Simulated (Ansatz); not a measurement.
**CoSi$_{2}$: density, localisation and related maps**

```
CELL_PARAMETERS angstrom
5.36500 0.00000 0.00000
0.00000 5.36500 0.00000
0.00000 0.00000 5.36500
ATOMIC_POSITIONS crystal
Co 0.00000 0.00000 0.00000
Co 0.50000 0.50000 0.00000
Co 0.50000 0.00000 0.50000
Co 0.00000 0.50000 0.50000
Si 0.25000 0.25000 0.25000
Si 0.75000 0.75000 0.25000
Si 0.75000 0.25000 0.75000
Si 0.25000 0.75000 0.75000
Si 0.75000 0.25000 0.25000
Si 0.25000 0.75000 0.25000
Si 0.25000 0.25000 0.75000
Si 0.75000 0.75000 0.75000
```

Space group Fm-3m; started from the CoSi2 prototype; computed without spin polarisation.

All numbers below come from DFT PBE, scalar-relativistic, plane waves, PAW (Ansatz 0.2.0).

In a PAW calculation such maps are meaningful between the atoms, not at the nuclei.

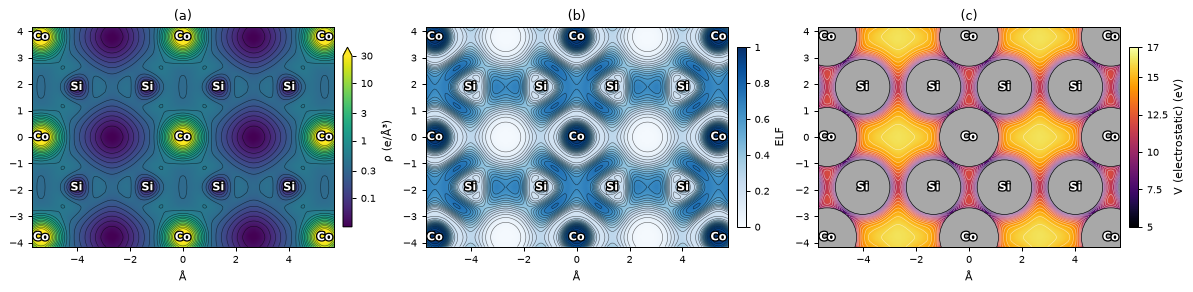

Figure 1. (a) valence charge density (pseudo); (b) ELF; (c) electrostatic potential energy of an electron on the (110) plane of the conventional cell. Grey discs cover the atomic cores in the potential map.

What do the fields say about this system?

Answer.
- The section cuts through Co and Si sites.
- Co–Si (2.32 Å): ρ at the midpoint is about 0.49 e/Å³; the ELF peaks at about 0.75 in the valence shell of Si, 0.9 Å from its nucleus, and is about 0.50 at the midpoint.
- Between the atoms the lowest density in this plane is 0.03 e/Å³.
- The features right at Co lie inside the PAW spheres, where the map follows smoothed inner orbitals and isn't to be read closely.
- Outside the cores the potential energy rises away from the atoms and is highest about 2.3 Å from the nearest atoms; its zero is arbitrary.

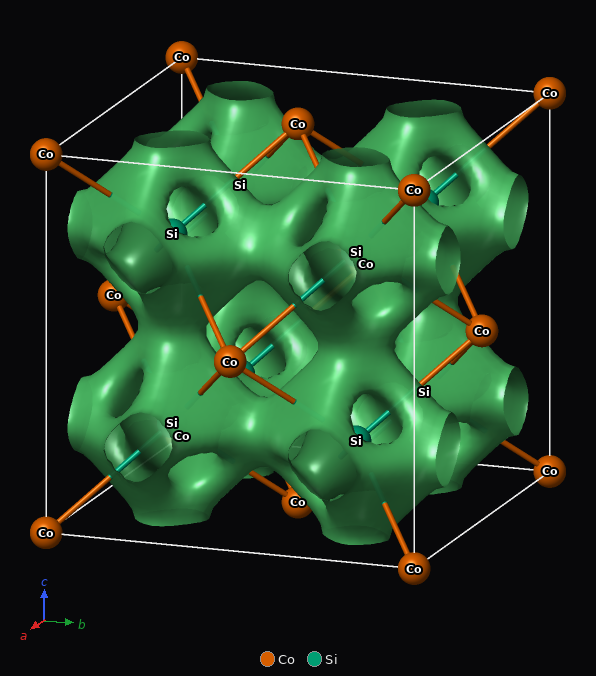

Figure 2. Isosurface of the electron localisation function at 0.55 (green), seen slightly off an axis. Core shells and regions of very low density are left out. Sticks mark near contacts.

Identify the bonds, lone pairs and shells in this picture.

Answer. The ELF exceeds this value in one network that runs through the whole crystal, counted in one cell of 12 atoms. Any copies at cell faces, edges or corners count once.

Metal or insulator at this level of theory?

Answer. It is gapless in this calculation (a metal or semimetal).
